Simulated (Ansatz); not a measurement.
Input file:

```
crystal:
  lattice:
    - [-4.8301248088, -4.8301248088, 0.0]
    - [-4.8301248088, 4.8301248088, 0.0]
    - [4.8301248088, 0.0, -6.4194329124]
  atoms:
    - { symbol: Hf, position: [0.2545578815, 0.2658107105, 0.5146018128] }
    - { symbol: Hf, position: [-0.004168453, -0.0009299769, -0.0145093766] }
    - { symbol: Hf, position: [0.7469217723, 0.7496089854, 0.4941751368] }
    - { symbol: Hf, position: [0.5024995211, 0.5051837188, 0.0053065332] }
    - { symbol: Hf, position: [0.1222753249, 0.6002997578, 0.2477490697] }
    - { symbol: Hf, position: [0.8746290064, 0.3807401877, 0.7495529025] }
    - { symbol: Hf, position: [0.62473374, 0.1244314089, 0.2497385347] }
    - { symbol: Hf, position: [0.3747956657, 0.8809322937, 0.7499226466] }
    - { symbol: O, position: [0.872508634, 0.6798739313, 0.745326018] }
    - { symbol: O, position: [0.6247137235, 0.4305417596, 0.2497374222] }
    - { symbol: O, position: [0.3769193699, 0.1842938097, 0.7541552212] }
    - { symbol: O, position: [0.4413848957, 0.752546053, 0.4963181363] }
    - { symbol: O, position: [0.1948117505, 0.5059757723, 0.0031701097] }
    - { symbol: O, position: [0.9465196113, 0.2470031834, 0.4994948523] }
    - { symbol: O, position: [0.6967605979, -0.0027543878, -1.77931e-05] }
    - { symbol: O, position: [0.0546241787, 0.7525324228, 0.4963185498] }
    - { symbol: O, position: [0.808046595, 0.5059549315, 0.0031601848] }
    - { symbol: O, position: [0.5526791795, 0.2469919032, 0.4994919712] }
    - { symbol: O, position: [0.3029265346, -0.0027605354, -6.1937e-06] }
    - { symbol: O, position: [0.124718927, 0.3070809791, 0.2497395096] }
    - { symbol: O, position: [0.8747953596, 0.0719837202, 0.7498715625] }
    - { symbol: O, position: [0.6247308605, 0.8213124397, 0.2497442168] }
    - { symbol: O, position: [0.3746607729, 0.5718578452, 0.7496112194] }
  host:
    lattice:
      - [4.8301248088, 0.0, 0.0]
      - [0.0, 4.8301248088, 0.0]
      - [0.0, 0.0, 3.2097164562]
    atoms:
      - { symbol: Hf, position: [0.0, 0.0, 0.0] }
      - { symbol: Hf, position: [0.5, 0.5, 0.5] }
      - { symbol: O, position: [0.1949699035, 0.8050300965, 0.5] }
      - { symbol: O, position: [0.3050300965, 0.3050300965, 0.0] }
      - { symbol: O, position: [0.6949699035, 0.6949699035, 0.0] }
      - { symbol: O, position: [0.8050300965, 0.1949699035, 0.5] }
total_charge: 2
basis:
  ecutwfc: 420
  xc_grid: 2
kpoints:
  mp_grid: { grid: [2, 2, 2], shift: [0.0, 0.0, 0.0] }
hamiltonian:
  xc: pbesol
scf:
  occupations: { method: gaussian, width: 0.01 }
output:
  forces: true
  stress: false
  eigenvalues: true
  charged_corrections:
    defect_position: [0.125, 0.9300301, 0.25]
    epsilon: [[27.3137, 0.0, 0.0], [0.0, 27.3137, 0.0], [0.0, 0.0, 31.239]]
  write_density: true
  write_potential: true
  elf: true
  volumetric_format: npy
relax:
  adjacent_minimum: "off"
  f_tol: 0.025
  max_steps: 45
```

Command:

```sh
ansatz run input.yaml --threads 4 --pin off --max-ram 10240MiB --backend cpu --events-out ev --progress --plain --runs-dir out
```

The fields are those of the run's last geometry, not of the input's.

The calculation used Ansatz 0.2.0, DFT PBEsol, scalar-relativistic, plane waves, PAW.

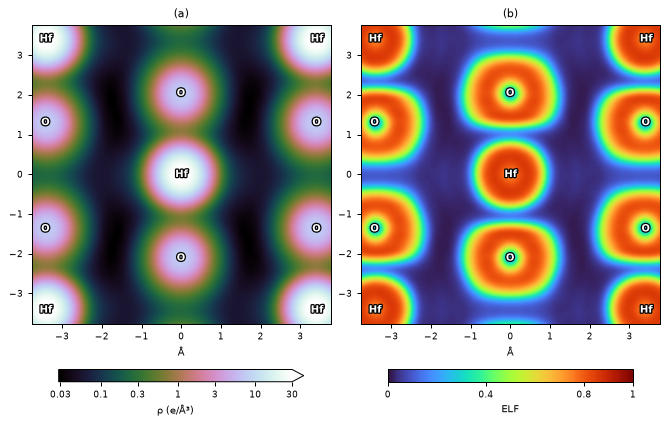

Hf8O15 (cell charge +2, with a compensating background) (cell with a defect). (a) valence electron density; (b) electron localisation function on the (001) plane of the calculation cell.

The density is the valence pseudo-density of a PAW calculation; it isn't the true density close to the nuclei.

> What does the map show?

Atoms in the plane: Hf and O.
Hf–O (2.04 Å): ρ is about 0.85 e/Å³ halfway; the ELF peaks at about 0.85 in the valence shell of O, 0.6 Å from its nucleus, and drops to about 0.20 between the two atoms; no localised pair shows between them.
Hf–O (2.11 Å): ρ at the midpoint is about 0.69 e/Å³; the ELF peaks at about 0.85 in the valence shell of O, 0.6 Å from its nucleus, and drops to about 0.15 between the two atoms: no localised pair shows between them.
Between the atoms the lowest density in this plane is 0.03 e/Å³.
The features right at Hf lie inside the PAW spheres, where the map follows smoothed inner orbitals and isn't to be read closely.

> Metal or insulator at this level of theory?

It is gapped, with a Kohn–Sham gap of 3.4 eV on the k-point mesh (the band edges may lie off the mesh, which would make the gap smaller).
